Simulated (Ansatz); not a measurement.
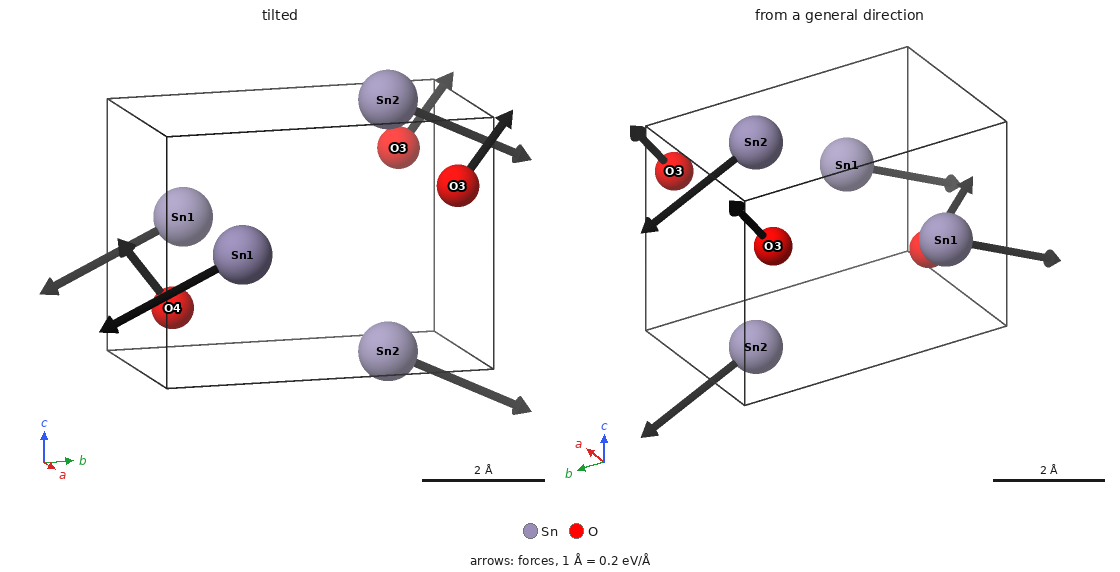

Structure drawing (spheres-only), viewed slightly off an axis and from a general direction. Lines trace the edges of the simulation cell. The arrows are the computed forces on the atoms.

System: SnO. Results below were computed with DFT r2SCAN, scalar-relativistic, plane waves, PAW (Ansatz); the settings were plane-wave cutoff 500 eV, an 8×6×6 grid in reciprocal space, Gaussian smearing of 0.05 eV, no spin polarisation.

**Would an optimiser stop at this geometry?**

No. The atoms still feel forces of up to about 0.45 eV/Å, far above a usual threshold of 0.01 to 0.03 eV/Å.

**Where is the maximum force, and how large is it?**

Sn1 and Sn2, about 0.45 eV/Å.

**State the average force for each kind of atom.**

Mean magnitudes: about Sn 0.45 eV/Å, O 0.24 eV/Å.

Its origin is a structure listed in the Materials Project. The cell was then strained or its atoms displaced on purpose. It was run through Ansatz as a DFT input.
